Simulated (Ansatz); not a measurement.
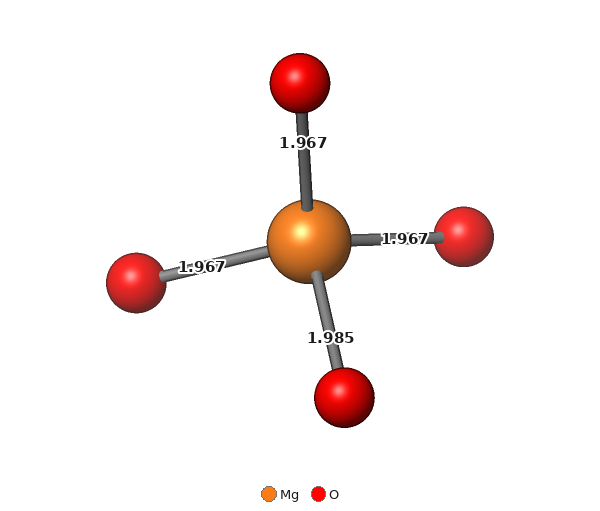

The surroundings of site Mg1 (at 0.333, 0.667, 0.989) in MgO in space group P6_3mc, with bond lengths in Å.

Origin of the cell: the end point of a relaxation with DFT, r2SCAN+rVV10, plane waves, PAW (Ansatz); the starting structure was generated, so it need not be a known form of this composition.

```xyz
4
Lattice="3.2874 0.0000 0.0000 -1.6437 2.8470 0.0000 0.0000 0.0000 5.0009" Properties=species:S:1:pos:R:3 pbc="T T T"
Mg    0.0000    1.8980    4.9463
Mg    1.6437    0.9490    2.4459
O     0.0000    1.8980    1.9299
O     1.6437    0.9490    4.4304
```

Bond valence s = exp((R0 − d)/b), R0 fitted to published crystal structures with b = 0.37 Å; R0 in Å: Mg2+–O 1.677.

Calculate the bond-valence sum of Mg1 from the bonds drawn.

3 × 0.457 + 1 × 0.435 = 1.81 v.u., against a formal valence of 2: underbonded (bonds long for this ion) by 0.19.

And over the whole structure?

```
site              x, y, z  formal valence  bond-valence sum  difference
 Mg1  0.333, 0.667, 0.989              +2              1.86       -0.14
  O1  0.333, 0.667, 0.386              −2              1.86       -0.14
```

These sums include all anions within 5 Å. The global instability index (root mean square of the differences over all atoms) is 0.14 v.u.: moderate strain, common in real structures.
